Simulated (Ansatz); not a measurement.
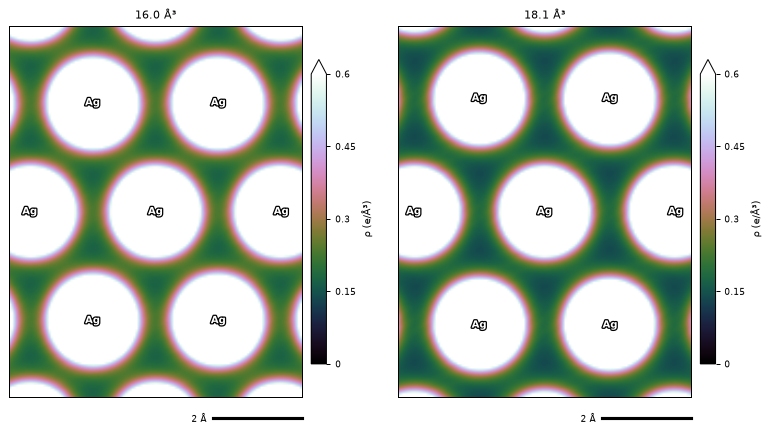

Ag. The valence charge density (pseudo) of cells scaled evenly to different volumes (given per atom above each panel), on the (010) plane of each (indices in the axes of the cell below), at one length scale and on one colour scale.

Level of theory: Kohn-Sham DFT of a periodic cell, r2SCAN, Ansatz PAW in Ansatz 0.2.0.

The largest cell:

```
Ag
1.0
     0.00000    2.08281    2.08281
     2.08281    0.00000    2.08281
     2.08281    2.08281    0.00000
Ag
1
Direct
  0.00000 0.00000 0.00000
```

| volume (Å³/atom) | Ag–Ag contact in the plane (Å) | ρ at its midpoint (e/Å³) | pressure (GPa) | 
| --- | --- | --- | --- |
| 16.03 | 2.830 | 0.232 | 9.3 | 
| 17.39 | 2.908 | ? | ? | 
| 18.07 | 2.946 | 0.187 | −4.1 | 

Estimate the missing row, and compare with the calculation.

Answer. Over the known rows ln ρ falls by 1.86 per Å of Ag–Ag distance (the line through the two), which gives 0.201 e/Å³ at 2.908 Å; the calculation gives 0.200 e/Å³. For the pressure, a straight line in volume between the neighbouring rows gives 0.4 GPa; the calculation gives −0.8, lower because pressure rises ever faster on compression.
